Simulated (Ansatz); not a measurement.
Si (slab)

Input file:

```
crystal:
  lattice:
    - [3.8675355695, 0.0, 0.0]
    - [0.0, 5.4695212554, 0.0]
    - [0.0, 0.0, 19.2238421361]
  atoms:
    - { symbol: Si, position: [0.5, 0.0, 0.2080749505] }
    - { symbol: Si, position: [0.0, 0.25, 0.2080749505] }
    - { symbol: Si, position: [0.0, 0.5024402202, 0.3062860998] }
    - { symbol: Si, position: [0.5, 0.7475597798, 0.3062860998] }
    - { symbol: Si, position: [0.5, 0.0098635024, 0.4017845174] }
    - { symbol: Si, position: [0.0, 0.2401364976, 0.4017845174] }
basis:
  ecutwfc: 420
kpoints:
  mp_grid: { grid: [7, 5, 1] }
hamiltonian:
  xc: pbe
  pseudopotentials: { kind: paw, azcp: { folder: soft_1 } }
scf:
  occupations: { method: gaussian, width: 0.05 }
output:
  forces: true
  eigenvalues: true
  write_density: true
  write_potential: true
  elf: true
  volumetric_format: npy
efield:
  axis: 3
  dipole_correction: true
  ramp_width: 0.04
```

Command:

```sh
ansatz run input.yaml --threads 2 --pin off --max-ram 6144MiB --backend cpu --events-out ev --progress --plain --runs-dir out
```

Not relaxed (largest force 0.6 eV/Å); PAW files of the earlier set (soft_1).

Level of theory: DFT PBE, scalar-relativistic, plane waves, PAW in Ansatz.

The density is the valence pseudo-density of a PAW calculation; it isn't the true density close to the nuclei.

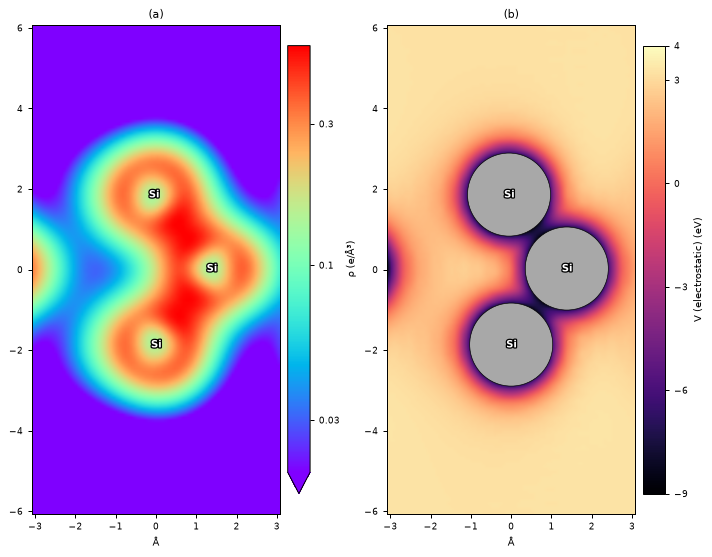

Figure 1. (a) valence electron density; (b) electrostatic potential energy of an electron on the (100) plane of the calculation cell, a cut from vacuum to vacuum. Grey discs cover the atomic cores in the potential map.

What do the fields say about this system?

Answer.
- Atoms in the plane: Si.
- Si–Si (2.33 Å): the density is about 0.55 e/Å³ at the midpoint.
- Si–Si (2.34 Å): ρ at the midpoint is about 0.54 e/Å³.
- The density dies away to nearly zero in the vacuum.
- Outside the cores the potential energy rises away from the atoms and is highest in the vacuum; its zero is arbitrary.

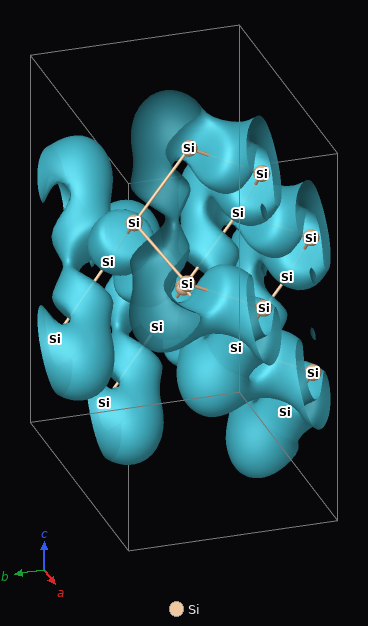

Figure 2. Isosurface of the ELF at 0.7 (cyan), seen at an oblique angle. Core shells and regions of very low density are left out. Sticks mark near contacts.

Where are the electrons localised?

Answer. At this value the surface marks out two regions between bonded Si–Si atoms and channels that run through the cell in one direction, counted in one cell of 6 atoms. Counts are for one cell; the picture repeats the cell along the surface. Along the contacts the grid gives the following. Si–Si (2.31 Å): the ELF peaks at about 0.95 between the atoms. Si–Si (2.35 Å): the ELF peaks at about 0.95 between the atoms.

Does the calculation make it a metal, or give it a gap?

Answer. It is metallic or semimetallic at this level of theory: no gap opens.
